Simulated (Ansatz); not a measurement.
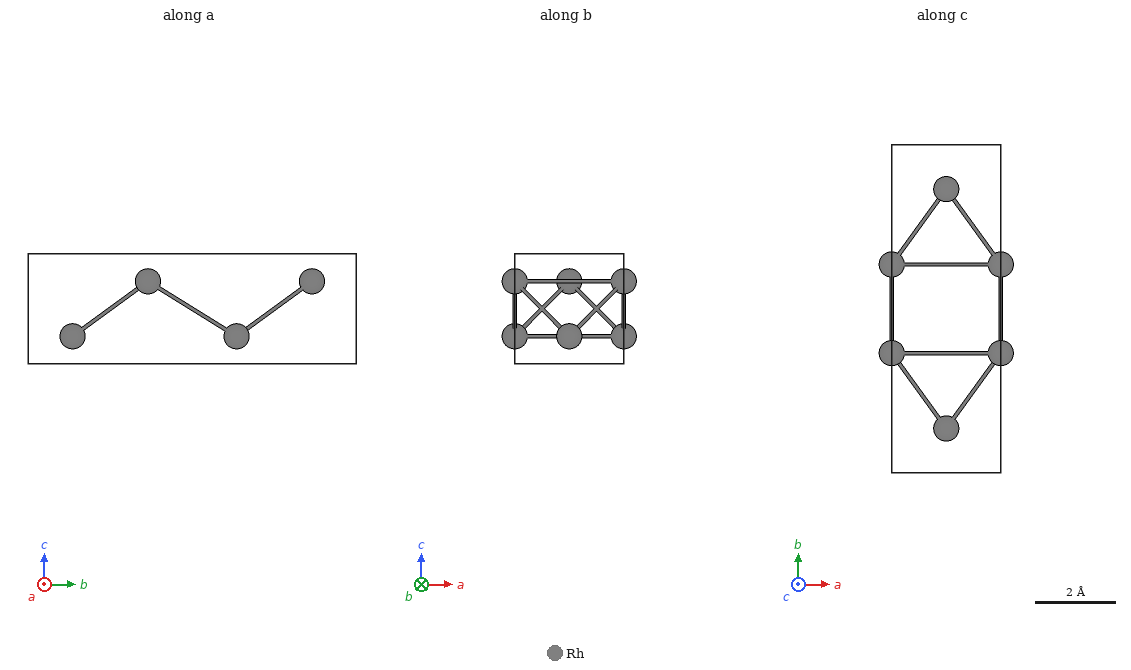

The figure gives a ball-and-stick picture of the atoms, viewed along the a axis, along the b axis and along the c axis. Atoms at the boundary of the conventional unit cell (the box) are drawn once for each face, edge or corner they touch.

Lattice parameters: a = 2.7444 Å, b = 8.2533 Å, c = 2.7659 Å, α = 90.000°, β = 90.000°, γ = 90.000°.

Q: Write down what is shown as a CIF in P1 with every atom of the cell, with free fractional coordinates to two decimals.

A:
```cif
data_structure
_symmetry_space_group_name_H-M 'P 1'
_symmetry_Int_Tables_number 1
_cell_length_a 2.7444
_cell_length_b 8.2533
_cell_length_c 2.7659
_cell_angle_alpha 90.000
_cell_angle_beta 90.000
_cell_angle_gamma 90.000
_cell_volume 62.65
loop_
_atom_site_label
_atom_site_type_symbol
_atom_site_fract_x
_atom_site_fract_y
_atom_site_fract_z
_atom_site_occupancy
Rh1 Rh 0.00 0.64 0.25 1
Rh2 Rh 0.50 0.86 0.75 1
Rh3 Rh 0.50 0.14 0.25 1
Rh4 Rh 0.00 0.36 0.75 1
```

Origin of the cell: a structure type filled with this element by a generator (whether the element takes this form wasn't checked). Earlier steps of the study may have refined or changed the cell and positions. It went into a calculation with Ansatz.
